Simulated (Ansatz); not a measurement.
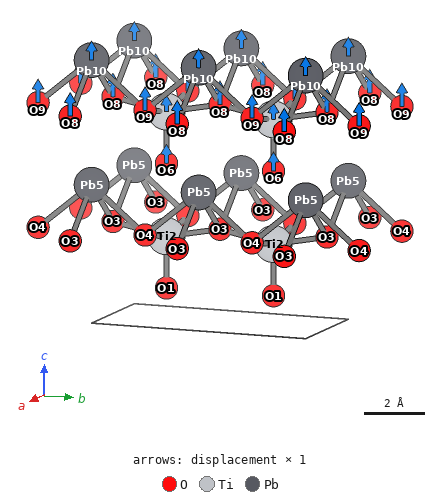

This is a constrained relaxation of a slab of composition TiPbO3 (cut from the P4mm phase). The starting structure is drawn; blue arrows show the displacements, at their true length.

A ball-and-stick model of the 1 × 2 repeat of the cell, outlined in the plane, without the vacuum, seen slightly off an axis.

Case: clean slab, lower half held. The slab is the (0 0 1) face of TiPbO3. 5 atoms are held fixed.

Theory: DFT PBEsol, scalar-relativistic, plane waves, PAW in Ansatz.

Input file:
```yaml
crystal:
  lattice:
    - [3.8625775756, 0.0, 0.0]
    - [0.0, 3.8625775756, 0.0]
    - [0.0, 0.0, 24.9659600624]
  atoms:
    - { symbol: O, position: [0.5, 0.5, 0.3404635744] }
    - { symbol: Ti, position: [0.5, 0.5, 0.4110641691] }
    - { symbol: O, position: [0.5, 0.0, 0.4259667398] }
    - { symbol: O, position: [0.0, 0.5, 0.4259667398] }
    - { symbol: Pb, position: [0.0, 0.0, 0.4893702724] }
    - { symbol: O, position: [0.5, 0.5, 0.5106297276] }
    - { symbol: Ti, position: [0.5, 0.5, 0.5812303223] }
    - { symbol: O, position: [0.5, 0.0, 0.596132893] }
    - { symbol: O, position: [0.0, 0.5, 0.596132893] }
    - { symbol: Pb, position: [0.0, 0.0, 0.6595364256] }
basis:
  ecutwfc: 420
kpoints:
  mp_grid: { grid: [7, 7, 1] }
hamiltonian:
  xc: pbesol
scf:
  occupations: { method: gaussian, width: 0.05 }
output:
  forces: true
  eigenvalues: true
  write_density: true
  write_potential: true
  elf: true
  volumetric_format: npy
relax:
  adjacent_minimum: "off"
  f_tol: 0.03
  max_steps: 70
  constraints: [{ sites: [0, 1, 2, 3, 4] }]
efield:
  axis: 3
  dipole_correction: true
  ramp_width: 0.04
```

Command:
```bash
ansatz run input.yaml --threads 2 --pin off --max-ram 5120MiB --backend cpu --events-out ev --progress --plain --runs-dir out
```

Q: Describe the change and its energy.

A: The largest moves, 0.83 Å, are those of O8 and O9. O8 goes along the normal (+c). By element the largest moves are O 0.83 Å, Pb 0.68 Å, Ti 0.58 Å. The cell stays as it was. Near-neighbour distances that change, for instance: O8–Pb10 2.497 → 2.403 Å, O6–Ti7 1.763 → 1.671 Å, Ti7–O8 1.967 → 2.027 Å. Bond angles that change, for instance: Ti7–O9–Ti7 158.2° → 144.6°, O8–Ti7–O8 158.2° → 144.6°, O6–Ti7–O8 100.9° → 107.7°. Over 6 accepted moves (7 points after the start) the energy falls by 0.607 eV per cell of the calculation. Largest force component: 3.1 eV/Å at the start, 0.0096 eV/Å at the end. 1 step only repeated the SCF at the same geometry. The run took 2.5 min on 2 threads of Arm Neoverse V1 (shared host), peak memory 0.79 GiB.
